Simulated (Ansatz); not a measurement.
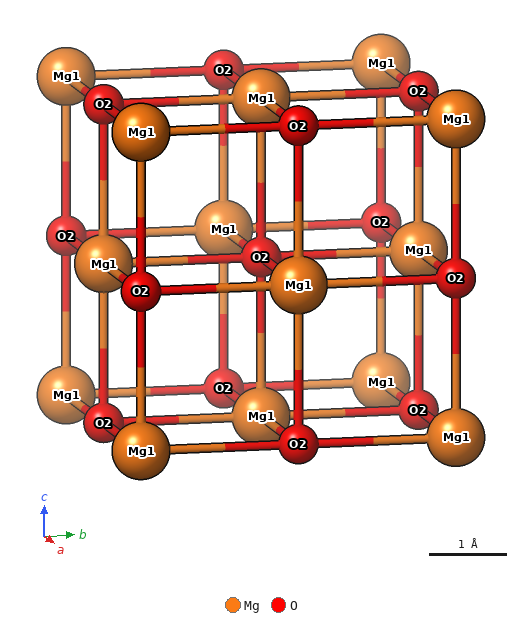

Fig. 1: The input geometry (ball-and-stick view of the cell 4 times as large as that of the calculation, set on its symmetry axes, seen slightly off an axis; atoms are numbered from 1 in the order of the input). Near neighbours in the crystal (not all of them lie inside the picture): Mg has 6 O at 2.10 Å; O has 6 Mg at 2.10 Å.

# Run report: MgO, Wannier-function calculation

System: MgO (Fm-3m, 2 atoms in the cell).
Method: maximally localised Wannier functions of r2SCAN bands, plane waves, PAW, no spin polarisation (Ansatz 0.2.0).

The structure derives from an entry of the Crystallography Open Database. The geometry comes from this level: r2SCAN. It belongs to a series of runs on one base structure; here: anion p. Figures and captions count atoms from 1; the log counts them from 0 in places.

The program's output:
```
scf.n_extra_bands = 6 over 8 filled bands (N_el = 16.0): the run solves 14 bands
Engine: ansatz 0.2.0, aarch64-unknown-linux-gnu
Pseudopotentials: kind: paw
Pseudopotential: Mg, paw, valence charge 10, recommended cutoff 500 eV (meta_gga), Mg.paw.azcp
Pseudopotential: O, paw, valence charge 6, recommended cutoff 500 eV (meta_gga), O.paw.azcp
Functional definition: r2SCAN
  parameter k0 = 0.174
  parameter k1 = 0.065
  parameter a1 = 4.9479
  exchange = r2scan_x(k0 = k0, k1 = k1, a1 = a1)
  correlation = r2scan_c
Crystal: 2 atoms, lattice volume = 18.579 Å³
Basis set: ecut = 500 eV, 459 PW (Γ), exchange–correlation on 96×96×96 points (64 copies of the dense FFT grid, shifted against one another)
Bands: 14, of which v1, the nominal top of the filled ones, is band 8 counted from 1 (7 counted from 0)
Symmetry: 48 space group operations
Space group: Fm-3m (ITA 225), of the structure as read, at distance tolerance 2.6e-5 Å
k-points: 29 of 512
Non-local potential: Mg, projectors of the file, l = 0: 3, l = 1: 2, l = 2: 1
Non-local potential: O, projectors of the file, l = 0: 2, l = 1: 2, l = 2: 1
PAW form: soft (Blöchl's): semilocal exchange-correlation on the pseudo side does not see the compensation charge
PAW frozen core: Mg, regenerated for the run's functional (the file was generated under x = pbe(κ = 0.804, μ = 0.2195149727645171), c = pbe(β = 0.06672455060314922))
PAW frozen core: O, regenerated for the run's functional (the file was generated under x = pbe(κ = 0.804, μ = 0.2195149727645171), c = pbe(β = 0.06672455060314922))
PAW one-centre angular grid: Mg, 302 points (default); XC on 224 Gauss nodes
PAW one-centre angular grid: O, 302 points (default); XC on 160 Gauss nodes
Initial density: superposition of atomic densities (neutral atoms: chi_scale 0, normalization atom), corrected by the library's trained network
Initial wavefunctions: pseudopotential atomic-orbital guess
Functional: x = r2scan, c = r2scan; τ floored in thin density (d = 2e-4 eV/Å³)
SCF iter   1: F=—  HF=-2498.250859 eV  |F-HF|=—  |Δ(HF+E_count)|=         —  Δρ=9.83e-3  dr2=1.04e-2  dr2_τ=7.15e-2  ethr=1.77e-3  ⟨swp⟩=4.8  Hψ=2008  notcnv=0  defer=109
preconditioner: auto → none  [insulator: Δε(μ)=5.604 eV  Ē_g=22.884 eV  n_scr=8 (ndim 8)  ℏωp=24.4 eV  f_vac=0.000  ε∞_Penn≈2.1]
SCF iter   2: F=—  HF=-2498.334940 eV  |F-HF|=—  |Δ(HF+E_count)|=   8.41e-2  Δρ=4.72e-3  dr2=1.63e-3  dr2_τ=2.34e-4  ethr=6.47e-5  ⟨swp⟩=2.9  Hψ=949  notcnv=0  defer=114
SCF iter   3: F=—  HF=-2498.334992 eV  |F-HF|=—  |Δ(HF+E_count)|=   5.19e-5  Δρ=9.57e-4  dr2=8.64e-5  dr2_τ=1.45e-5  ethr=1.02e-5  ⟨swp⟩=2.9  Hψ=526  notcnv=0  defer=114
SCF iter   4: F=—  HF=-2498.334987 eV  |F-HF|=—  |Δ(HF+E_count)|=   5.38e-6  Δρ=2.25e-4  dr2=6.05e-6  dr2_τ=9.31e-7  ethr=5.40e-7  ⟨swp⟩=2.0  Hψ=478  notcnv=0  defer=86
iter 5 did not close the SCF: its close was put off for the readings that it lacked (scf_convergence_deferred on its scf_iter line)
SCF iter   5: F=-2498.334985 eV  HF=-2498.334985 eV  |F-HF|=7.24e-8  |Δ(HF+E_count)|=   1.66e-6  Δρ=2.89e-5  dr2=7.93e-8  dr2_τ=1.93e-8  ethr=3.78e-8  ⟨swp⟩=2.0  Hψ=459  notcnv=0  defer=89
SCF iter   6: F=-2498.334985 eV  HF=-2498.334985 eV  |F-HF|=9.04e-10  |Δ(HF+E_count)|=   9.81e-8  Δρ=8.65e-6  dr2=2.70e-9  dr2_τ=1.07e-9  ethr=4.96e-10  ⟨swp⟩=5.7  Hψ=1793  notcnv=0
SCF 1 converged in 6 iterations: F = -2498.334985 eV  dr2 = 2.70e-9
  greatest PAW one-centre occupation: 1.000 electrons in one spin orbital (limit 2), on the Mg atom at site 0 (counted from 0), in its partial waves of l = 0
NSCF: frozen V_eff on 62 k-points
NSCF: frozen V_eff on 32 k-points
the Wannier pass solved 32 of the 512 points of its mesh, and has the states at the others by symmetry: states obtained by the crystal's operations at points that were solved too leave a residual of 2.48e-13 eV (read by the count's bands and the next), within 5.56e-6 eV
SCF converged after 6 iterations
Free energy (F): -2498.334985 eV
Harris-Foulkes:  -2498.334985 eV  (|F-HF|=9.04e-10)
Internal energy: -2498.334985 eV  (E = F + TS)
E sigma→0 (E₀):  -2498.334985 eV
Fermi energy:    7.786041 eV
--- Per-component energies (eV) ---
  E_band       = -311.230629
  E_kinetic    = 256.748387
  E_local      = -1601.533105  (includes V_loc(G=0)·N_el)
  E_nonlocal   = 142.538504
  E_hartree    = 554.982356
  E_xc         = -103.293946
  E_vxc        = -149.070904  (∫ρ·V_xc dr)
  E_paw        = -455.984013  (= ΣΔE_a)
  E_vpaw       = -79.515452  (= ΣTr[D̂ρ^β])
  E_aug_tail   = 0.001032  (compensation charges beyond the density's cutoff)
  E_vtau       = 9.637003  (kinetic-family band-sum trace: ∫τ·v_τ [+ j·A + Jᵃ·Aᵃ] dr)
  E_ewald      = -1291.736051
  E_core_change = -0.058149  (= ΣΔE_core)
  E_smearing   = -0.000000  (= −TS)
  E_closure    = 0.000000  (closes the sum)
  Σ components = -2498.334985   (vs F -2498.334985, Δ=0.00e0)
--- Band table (eV; the first three rows and the last of 29) ---
  k-point 0: bands = ["-67.1171", "-32.1958", "-32.1958", "-32.1958", "-10.4451", "7.7860", "7.7860", "7.7860", "13.4709", "24.6428", "24.6428", "24.6428", "28.7923", "30.5174"]
  k-point 1: bands = ["-67.1159", "-32.2088", "-32.1970", "-32.1970", "-10.2772", "6.8605", "7.6791", "7.6791", "14.3690", "22.9784", "25.0257", "25.0257", "29.6211", "29.6211"]
  k-point 2: bands = ["-67.1130", "-32.2399", "-32.1999", "-32.1999", "-9.8441", "5.1460", "7.4322", "7.4322", "15.8454", "21.4632", "25.5983", "25.5983", "29.2391", "29.2391"]
  k-point 28: bands = ["-67.1061", "-32.2463", "-32.2463", "-32.2268", "-8.8685", "4.8237", "4.8237", "6.0048", "20.5286", "20.5286", "21.2598", "24.5559", "31.1810", "31.1810"]
Wannier search: line search 1 of at most 3000: gauge-dependent spread (as the search counts it) 0.0154802 Å², largest recent change 6.2e-6 Å² and fall left 9.3e-11 Å² against conv_tol 1.0e-8 Å², 0 stops escaped
```

File rho_z.tsv:
```
# z_ang	rho[e/angstrom^3]
# format = ansatz-planar-average/11
# lattice	0.000000000	2.102168026	2.102168026
# lattice	2.102168026	0.000000000	2.102168026
# lattice	2.102168026	2.102168026	0.000000000
# sites	2
# site	12	0.000000000	0.000000000	0.000000000
# site	8	2.102168026	2.102168026	2.102168026
0.000000	1.763946e0
0.123871	1.641511e0
0.247743	1.326277e0
0.371614	9.447164e-1
0.495486	6.273378e-1
0.619357	4.467687e-1
0.743229	4.057459e-1
0.867100	4.672445e-1
0.990972	5.871622e-1
1.114843	7.269539e-1
1.238714	8.533871e-1
1.362586	9.398112e-1
1.486457	9.702464e-1
1.610329	9.398112e-1
1.734200	8.533871e-1
1.858072	7.269539e-1
1.981943	5.871622e-1
2.105814	4.672445e-1
2.229686	4.057459e-1
2.353557	4.467687e-1
2.477429	6.273378e-1
2.601300	9.447164e-1
2.725172	1.326277e0
2.849043	1.641511e0
```

File v_z.tsv:
```
# z_ang	v_es[eV]	v_tot[eV]
# format = ansatz-planar-average/11
# xc	r2scan
# density_cutoff_ev	2000
# datasets	Mg=:simpson_from_first_knot:soft:shift=0	O=:simpson_from_first_knot:soft:shift=0
# lattice	0.000000000	2.102168026	2.102168026
# lattice	2.102168026	0.000000000	2.102168026
# lattice	2.102168026	2.102168026	0.000000000
# sites	2
# site	12	0.000000000	0.000000000	0.000000000
# site	8	2.102168026	2.102168026	2.102168026
0.000000	-2.590113e0	-1.208069e1
0.123871	-2.160731e0	-1.179057e1
0.247743	-9.346891e-1	-1.081163e1
0.371614	8.588970e-1	-9.178225e0
0.495486	2.949048e0	-7.237085e0
0.619357	4.799955e0	-5.636799e0
0.743229	5.728187e0	-5.069343e0
0.867100	5.791596e0	-5.514279e0
0.990972	5.414151e0	-6.533146e0
1.114843	4.848506e0	-7.683779e0
1.238714	4.268643e0	-8.628617e0
1.362586	3.851245e0	-9.214264e0
1.486457	3.702386e0	-9.411476e0
1.610329	3.851245e0	-9.214264e0
1.734200	4.268643e0	-8.628617e0
1.858072	4.848506e0	-7.683779e0
1.981943	5.414151e0	-6.533146e0
2.105814	5.791596e0	-5.514279e0
2.229686	5.728187e0	-5.069343e0
2.353557	4.799955e0	-5.636799e0
2.477429	2.949048e0	-7.237085e0
2.601300	8.588970e-1	-9.178225e0
2.725172	-9.346891e-1	-1.081163e1
2.849043	-2.160731e0	-1.179057e1
```

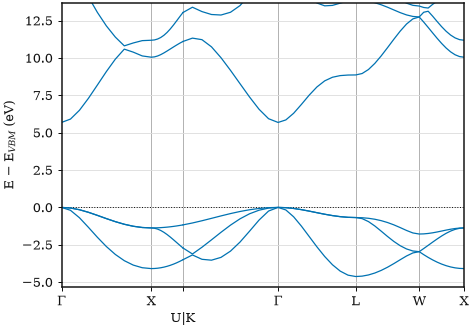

Fig. 2: Band structure along Γ–X–U|K–Γ–L–W–X, with energies from the valence-band top. There is a gap of 5.68 eV on this path, direct, at Γ.

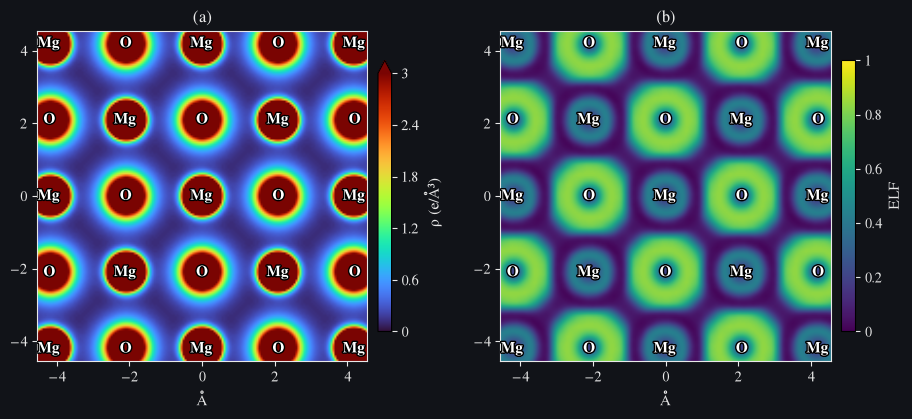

Fig. 3: (a) valence pseudo-density; (b) electron localisation function on the (001) plane of the conventional cell. The section cuts through Mg and O sites. Mg–O (2.10 Å): the density is about 0.34 e/Å³ at the midpoint; the ELF is about 0.35 at the midpoint (two separate closed shells). Away from the nuclei the density in this plane falls to 0.11 e/Å³ at its lowest. Core electrons are frozen (PAW), so the fields are smoothed inside the atomic spheres.

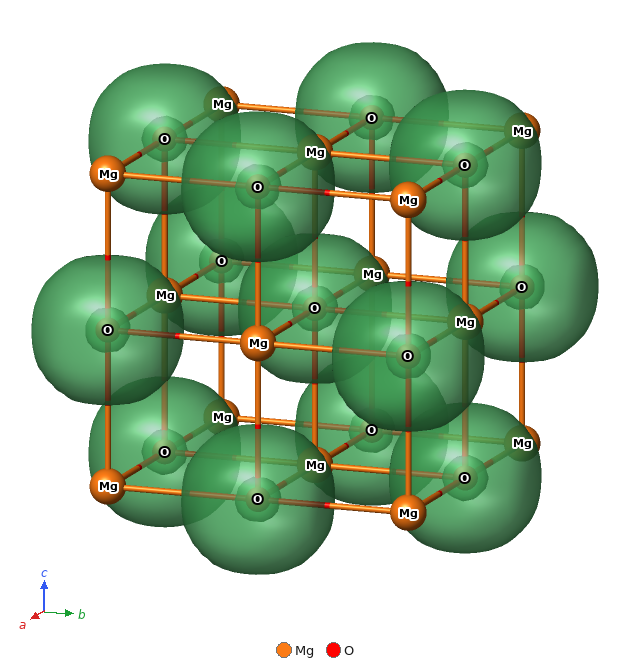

Fig. 4: Isosurface of the ELF at 0.6 (green), seen slightly off an axis. Only the valence region is drawn (cores and ρ < 0.01 e/Å³ removed). Sticks mark near contacts. The outline is the cell set on symmetry axes. Values along the shortest contacts: Mg–O (2.10 Å): the ELF is about 0.35 at the midpoint (a largely ionic contact).

The run was set up as follows.

The input:
```yaml
crystal:
  lattice:
    - [0.0, 2.1021680256, 2.1021680256]
    - [2.1021680256, 0.0, 2.1021680256]
    - [2.1021680256, 2.1021680256, 0.0]
  atoms:
    - { symbol: Mg, position: [0.0, 0.0, 0.0] }
    - { symbol: O, position: [0.5, 0.5, 0.5] }
kpoints:
  mp_grid: { grid: [8, 8, 8] }
  band_path:
    path:
      - [[0.0, 0.0, 0.0], [0.5, -2.004896356624e-34, 0.5], [0.625, 0.25, 0.625]]
      - [[0.375, 0.375, 0.75], [0.0, 0.0, 0.0], [0.5, 0.5, 0.5], [0.5, 0.25, 0.75], [0.5, -2.004896356624e-34, 0.5]]
    npoints: 10
hamiltonian:
  xc: r2scan
scf:
  occupations: { method: fixed }
  n_extra_bands: 6
output:
  forces: false
  stress: false
  eigenvalues: true
  wannier:
    kmesh: [8, 8, 8]
    projections: [{ species: O, l: p, shell: 2 }]
    minimise: true
    write_hr: true
    conv_tol: 1.0e-08
    max_iter: 3000
  write_density: true
  write_potential: true
  elf: true
  volumetric_format: npy
```

File wannier.win:
```
! ansatz wannier90 interface
! projections by site (counted from 0) and shell: 1 2P
! states of the run's bands (counted from 1): 6-8
! their least projectability: 0.9083
num_bands = 3
num_wann  = 3
num_iter  = 2000
conv_tol = 1e-8
conv_window = 5
guiding_centres = true
write_hr = true

begin unit_cell_cart
Ang
                      0.0             2.1021680256             2.1021680256
             2.1021680256                      0.0             2.1021680256
             2.1021680256             2.1021680256                      0.0
end unit_cell_cart

begin atoms_frac
Mg                       0.0                      0.0                      0.0
O                        0.5                      0.5                      0.5
end atoms_frac

mp_grid = 8 8 8
```

Launch command:
```bash
ansatz run input.yaml --threads 4 --pin off --max-ram 3686MiB --backend cpu --events-out ev --progress --plain --runs-dir out
```

Results in brief:

```json
{"quantity": "outcome", "value": "converged"}
{"quantity": "space group (tolerance 0.01 Å)", "value": "Fm-3m (225)"}
{"quantity": "electrons treated", "value": "16"}
{"quantity": "free energy", "value": "−2498.3350 eV"}
{"quantity": "total spread of the Wannier functions", "value": "2.618 Å²"}
{"quantity": "Fermi energy", "value": "7.786 eV"}
{"quantity": "gap on the k-point mesh", "value": "5.68 eV"}
{"quantity": "hardware", "value": "4 threads of Arm Neoverse N1, 98 GiB of memory available, shared host"}
{"quantity": "wall time", "value": "2.5 s (CPU time 6.5 s)"}
{"quantity": "peak memory", "value": "0.32 GiB"}
```
